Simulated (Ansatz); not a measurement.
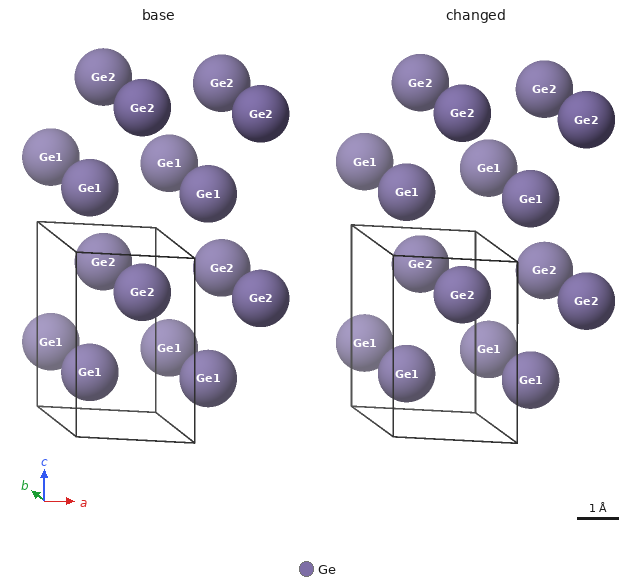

Left: a symmetric starting cell of Ge. Right: the same structure after one change, at the same scale. A spheres-only model of the cell of the calculation, reduced to other axes, repeated 2 × 2 × 2 with one cell outlined, seen slightly off an axis. Lengths and directions refer to the drawn axes.

All numbers below come from DFT PBE, scalar-relativistic, plane waves, PAW in Ansatz. Settings: plane-wave cutoff 420 eV; k-point mesh 16 × 16 × 10; occupations gaussian; smearing width 0.1 eV; no spin polarisation.

Question: What was changed?

Answer: The cell is strained by +4.8 % along a, −0.6 % along [1 2 0], −1.8 % along c (volume +2.3 %) and atoms are displaced by 0.03 Å relative to the cell: Ge1 0.03 Å along [−1 −2 0]. No relaxation follows. The starting cell wasn't computed here and needn't be at equilibrium, so pressure and forces aren't due to the change alone.

Question: And its effect?

Answer: The pressure is 2.6 GPa (not all of it need come from the change, since the unchanged cell can be under pressure at this level too). The principal stresses (compression positive) are 4.7 GPa along c, 1.9 GPa along [1 2 0], 1.3 GPa along a. The largest forces, 0.018 eV/Å, act on Ge1 and Ge2. Among the bonded contacts that change: Ge–Ge 2.976 → 3.119 Å, Ge–Ge 2.991 → 3.013 Å, Ge–Ge 2.926 → 2.910 to 2.924 Å. The space group stays Cmcm (No. 63).
